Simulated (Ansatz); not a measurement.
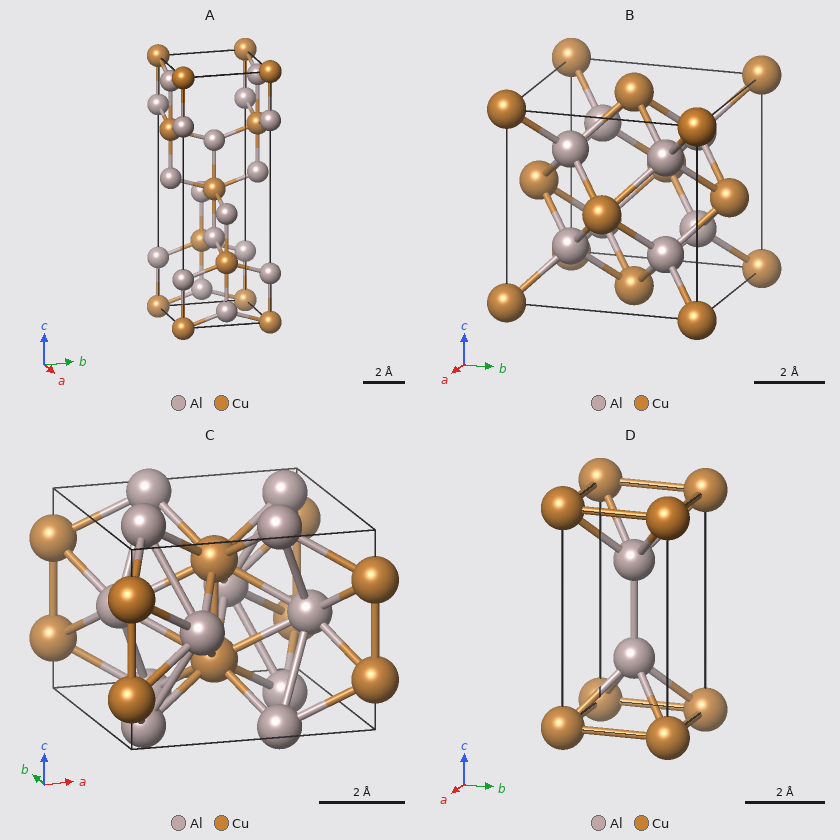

Four structures of Al2Cu, each relaxed to rest (conventional cells in solid outline, small ones repeated, each panel with its own scale). Method: DFT PBE, scalar-relativistic, plane waves, PAW in Ansatz 0.2.0, without spin polarisation.

Give the type and space group of each panel.

A: 12 atoms a cell on a body-centred tetragonal lattice, I4_1/amd; B: antifluorite, Fm-3m; C: 12 atoms a cell on a body-centred tetragonal lattice, I4/mcm; D: 3 atoms a cell on a primitive tetragonal lattice, P4/mmm.

Which of these is lowest in energy, and how far above it do the others lie?

B, then C (+23 meV/atom), D (+81 meV/atom) and A (+456 meV/atom), energies at zero smearing.

Collect the results in a table.

| panel | structure | E − E(lowest) (meV/atom) | volume (Å³/atom) | gap (eV) |
| --- | --- | --- | --- | --- |
| B | Fm-3m | 0 | 16.1 | metal |
| C | I4/mcm | 23 | 14.9 | metal |
| D | P4/mmm | 81 | 15.8 | metal |
| A | I4_1/amd | 456 | 21.2 | metal |

Some of these may be structure types tried for this composition rather than known phases, and the most stable form need not be among them. Gaps are taken on the k-mesh or band path of each run.
